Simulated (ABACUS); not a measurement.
**CsI: band-structure run (part 1 of 2)**

- system: CsI (Pm-3m, 2 atoms in the cell)
- method: Kohn-Sham DFT of a periodic cell, TASK, SG15 ONCV 1.2 PBE, no spin polarisation (ABACUS 3.10.1)

The structure derives from an entry of the Crystallography Open Database.

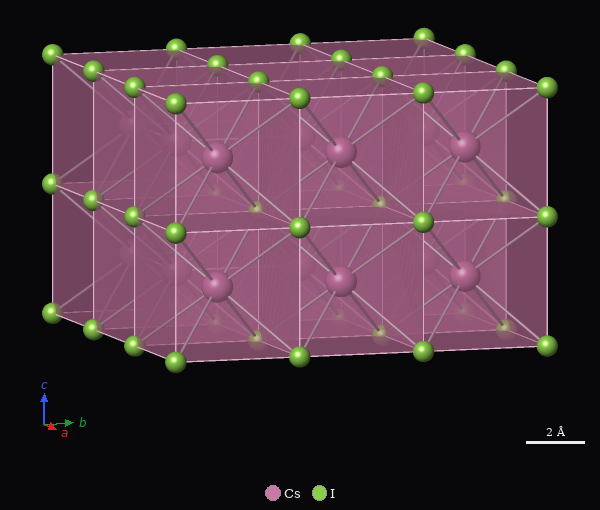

**Figure 1.** The structure as given in the input (polyhedral view of the cell of the calculation, repeated 2 × 2 × 1, seen slightly off an axis; polyhedra are completed across the faces of the cell).

## Input file
```
INPUT_PARAMETERS
suffix              CsI
calculation         scf
basis_type          pw
pseudo_dir          ./
symmetry            1
dft_functional      MGGA_X_TASK+LDA_C_PW
ecutwfc             82
pseudo_rcut         10
nspin               1
nbands              23
ks_solver           dav
smearing_method     fd
smearing_sigma      0.00367493
scf_thr             1e-08
scf_nmax            100
mixing_type         broyden
mixing_beta         0.7
cal_force           1
cal_stress          1
mixing_tau          1
out_chg             1
kpar                4
```

## File STRU
```
ATOMIC_SPECIES
Cs 132.9055 Cs_ONCV_PBE-1.2.upf
I 126.9045 I_ONCV_PBE-1.2.upf

LATTICE_CONSTANT
1.8897261246

LATTICE_VECTORS
4.5667000000 0.0000000000 0.0000000000
0.0000000000 4.5667000000 0.0000000000
0.0000000000 0.0000000000 4.5667000000

ATOMIC_POSITIONS
Cartesian

Cs
0.0
1
0.0000000000 0.0000000000 0.0000000000 1 1 1

I
0.0
1
2.2833500000 2.2833500000 2.2833500000 1 1 1
```

## File KPT
```
K_POINTS
0
Gamma
4 4 4 0 0 0
```

Machine: 4 threads of Intel Xeon (Granite Rapids), 16 GiB of memory available, shared host.

Run as:
```bash
OMP_NUM_THREADS=1 mpirun -np 4 abacus > log
```

## What the program printed
```
ABACUS v3.10.1

               Atomic-orbital Based Ab-initio Computation at UStc

 ------------------------------------------------------------------------------------

 READING GENERAL INFORMATION
                           global_out_dir = OUT.CsI/
                           global_in_card = INPUT
                               pseudo_dir = ./
                              orbital_dir =
                                    DSIZE = 4
                                    GSIZE = 1

 READING UNITCELL INFORMATION
                                    ntype = 2
                  lattice constant (Bohr) = 1.88973
              lattice constant (Angstrom) = 1

 READING ATOM TYPE 1
                               atom label = Cs
                      L=0, number of zeta = 1
                      L=1, number of zeta = 1
                      L=2, number of zeta = 1
             number of atom for this type = 1

 READING ATOM TYPE 2
                               atom label = I
                      L=0, number of zeta = 1
                      L=1, number of zeta = 1
                      L=2, number of zeta = 1
             number of atom for this type = 1

                        TOTAL ATOM NUMBER = 2
CARTESIAN COORDINATES ( UNIT =       1.889726124600 Bohr ).
    atom                   x                   y                   z     mag                  vx                  vy                  vz
tauc_Cs1            0.0000000000        0.0000000000        0.0000000000  0.0000        0.0000000000        0.0000000000        0.0000000000
tauc_I1            2.2833500000        2.2833500000        2.2833500000  0.0000        0.0000000000        0.0000000000        0.0000000000

                          Volume (Bohr^3) = 642.694
                             Volume (A^3) = 95.2373

 Lattice vectors: (Cartesian coordinate: in unit of a_0)
              +4.5667                  +0                  +0
                   +0             +4.5667                  +0
                   +0                  +0             +4.5667
 Reciprocal vectors: (Cartesian coordinate: in unit of 2 pi/a_0)
            +0.218977                  -0                  +0
                   -0           +0.218977                  -0
                   +0                  -0           +0.218977
 The esolver type has been set to : ksdft_pw

                PAO radial cut off (Bohr) = 10

 Read in pseudopotential file is Cs_ONCV_PBE-1.2.upf
                     pseudopotential type = NC
          exchange-correlation functional = PBE
                 nonlocal core correction = 0
                        valence electrons = 9
                                     lmax = 2
                           number of zeta = 0
                     number of projectors = 6
                           L of projector = 0
                           L of projector = 0
                           L of projector = 1
                           L of projector = 1
                           L of projector = 2
                           L of projector = 2
 XC functional updated to : MGGA_X_TASK+LDA_C_PW
          exchange-correlation functional = MGGA_X_TASK+LDA_C_PW
                PAO radial cut off (Bohr) = 10

 Read in pseudopotential file is I_ONCV_PBE-1.2.upf
                     pseudopotential type = NC
          exchange-correlation functional = PBE
                 nonlocal core correction = 0
                        valence electrons = 17
                                     lmax = 2
                           number of zeta = 0
                     number of projectors = 6
                           L of projector = 0
                           L of projector = 0
                           L of projector = 1
                           L of projector = 1
                           L of projector = 2
                           L of projector = 2
 XC functional updated to : MGGA_X_TASK+LDA_C_PW
          exchange-correlation functional = MGGA_X_TASK+LDA_C_PW
     initial pseudo atomic orbital number = 0

 SETUP THE ELECTRONS NUMBER
            electron number of element Cs = 9
      total electron number of element Cs = 9
             electron number of element I = 17
       total electron number of element I = 17
            AUTOSET number of electrons:  = 26
                           occupied bands = 13
                                   NBANDS = 23
                                   NLOCAL = 18

%%%%%%%%%%%%%%%%%%%%%%%%%%%%%%%%%%%%%%%%%%%%%%%%%%%%%%%%%%%%%%%%%%%%%%%%%%%%%%%%%%%%%%%%%%%%%%%%%%%%%%%%%%
 Warning: the number of valence electrons in pseudopotential > 1 for Cs: [Xe] 6s1
 Warning: the number of valence electrons in pseudopotential > 7 for I: [Kr] 4d10 5s2 5p5
 Pseudopotentials with additional electrons can yield (more) accurate outcomes, but may be less efficient.
 If you're confident that your chosen pseudopotential is appropriate, you can safely ignore this warning.
%%%%%%%%%%%%%%%%%%%%%%%%%%%%%%%%%%%%%%%%%%%%%%%%%%%%%%%%%%%%%%%%%%%%%%%%%%%%%%%%%%%%%%%%%%%%%%%%%%%%%%%%%%

 SETUP THE PLANE WAVE BASIS
 energy cutoff for charge/potential (unit:Ry) = 328
            fft grid for charge/potential = [ 50, 50, 50 ]
                        fft grid division = [ 1, 1, 1 ]
        big fft grid for charge/potential = [ 50, 50, 50 ]
                                     nbxx = 125000
                                     nrxx = 125000

 SETUP PLANE WAVES FOR CHARGE/POTENTIAL
                    number of plane waves = 64373
                         number of sticks = 1941

 PARALLEL PW FOR CHARGE/POTENTIAL
     PROC   COLUMNS(POT)             PW
        1           1941          64373
 --------------- sum -------------------
        1           1941          64373
                            number of |g| = 518
                                  max |g| = 29.6335
                                  min |g| = 0

----------- Double Check Mixing Parameters Begin ------------
mixing_type: broyden
mixing_beta: 0.7
mixing_gg0: 1
mixing_gg0_min: 0.1
mixing_ndim: 8
----------- Double Check Mixing Parameters End ------------

 LATTICE VECTORS: (CARTESIAN COORDINATE: IN UNIT OF A0)
              +4.5667                  +0                  +0
                   +0             +4.5667                  +0
                   +0                  +0             +4.5667
                       right hand lattice = 1
                                   NORM_A = 4.5667
                                   NORM_B = 4.5667
                                   NORM_C = 4.5667
                           ALPHA (DEGREE) = 90
                           BETA  (DEGREE) = 90
                           GAMMA (DEGREE) = 90

 The lattice vectors have been changed (STRU_SIMPLE.cif)

(for optimal symmetric configuration:)
                             BRAVAIS TYPE = 1
                     BRAVAIS LATTICE NAME = 01. Cubic P (simple)
                                    ibrav = 1
                                    IBRAV = 1
                                  BRAVAIS = SIMPLE CUBIC
                       LATTICE CONSTANT A = 4.5667
Original cell was already a primitive cell.
                        ROTATION MATRICES = 48
              PURE POINT GROUP OPERATIONS = 48
                   SPACE GROUP OPERATIONS = 48
                              POINT GROUP = O_h
               POINT GROUP IN SPACE GROUP = O_h

 SETUP K-POINTS
                                    nspin = 1
                   Input type of k points = Monkhorst-Pack(Gamma)
                                   nkstot = 64
                       right hand lattice = 1
(for reciprocal lattice: )
                             BRAVAIS TYPE = 1
                     BRAVAIS LATTICE NAME = 01. Cubic P (simple)
                                    ibrav = 1
                       right hand lattice = 1
(for k-lattice: )
                             BRAVAIS TYPE = 1
                     BRAVAIS LATTICE NAME = 01. Cubic P (simple)
                                    ibrav = 1
                       right hand lattice = 1
                        ROTATION MATRICES = 48
                               nkstot_ibz = 10
K-POINTS REDUCTION ACCORDING TO SYMMETRY
     IBZ    DIRECT_X    DIRECT_Y    DIRECT_Z  WEIGHT  ibz2bz
       1  0.00000000  0.00000000  0.00000000  0.0156       0
       2  0.25000000  0.00000000  0.00000000  0.0938       1
       3  0.50000000  0.00000000  0.00000000  0.0469       2
       4  0.25000000  0.25000000  0.00000000  0.1875       5
       5  0.50000000  0.25000000  0.00000000  0.1875       6
       6  0.50000000  0.50000000  0.00000000  0.0469      10
       7  0.25000000  0.25000000  0.25000000  0.1250      21
       8  0.50000000  0.25000000  0.25000000  0.1875      22
       9  0.50000000  0.50000000  0.25000000  0.0938      26
      10  0.50000000  0.50000000  0.50000000  0.0156      42

                               nkstot now = 10
[... K-POINTS DIRECT COORDINATES: 10 rows ...]

           k-point number in this process = 3
       minimum distributed K point number = 2
[... stars of the k points ...]

[... K-POINTS CARTESIAN COORDINATES: 3 rows ...]

[... K-POINTS DIRECT COORDINATES: 3 rows ...]

 SETUP PLANE WAVES FOR WAVE FUNCTIONS
     energy cutoff for wavefunc (unit:Ry) = 82
              fft grid for wave functions = [ 50, 50, 50 ]
                    number of plane waves = 9045
                         number of sticks = 517

 PARALLEL PW FOR WAVE FUNCTIONS
     PROC   COLUMNS(POT)             PW
        1            517           9045
 --------------- sum -------------------
        1            517           9045

 SETUP NONLOCAL PSEUDOPOTENTIALS IN PLANE WAVE BASIS
 Cs non-local projectors:
 projector 1 L=0
 projector 2 L=0
 projector 3 L=1
 projector 4 L=1
 projector 5 L=2
 projector 6 L=2
 I non-local projectors:
 projector 1 L=0
 projector 2 L=0
 projector 3 L=1
 projector 4 L=1
 projector 5 L=2
 projector 6 L=2
      TOTAL NUMBER OF NONLOCAL PROJECTORS = 36

 Init Non-Local PseudoPotential table :
 Init Non-Local-Pseudopotential done.

                                     npwx = 8121

 -------------------------------------------
 SELF-CONSISTENT
 -------------------------------------------
                                 init_chg = atomic

 PW ALGORITHM --------------- ION=   1  ELEC=   1--------------------------------

 Notice: Threshold on eigenvalues was too large.
 hsover_error=0.26 > DRHO=0.213943
 Origin diag ethr = 0.01
 New diag ethr = 0.000822858

 Density error is 0.206209282349
                          Error Threshold = 0.000822858225957
----------------------------------------------------------
     Energy           Rydberg                 eV
----------------------------------------------------------
 E_KohnSham     -234.7719782756      -3194.2366352809
 E_Harris       -230.3950007159      -3134.6848004498
 E_Fermi        0.4291473278         5.8388489392
----------------------------------------------------------

 PW ALGORITHM --------------- ION=   1  ELEC=   2--------------------------------

 Density error is 0.0401909875934
                          Error Threshold = 0.000793112624418
----------------------------------------------------------
     Energy           Rydberg                 eV
----------------------------------------------------------
 E_KohnSham     -235.6062554580      -3205.5875586730
 E_Harris       -233.2992810803      -3174.1995619955
 E_Fermi        0.7153436762         9.7327500239
----------------------------------------------------------
```
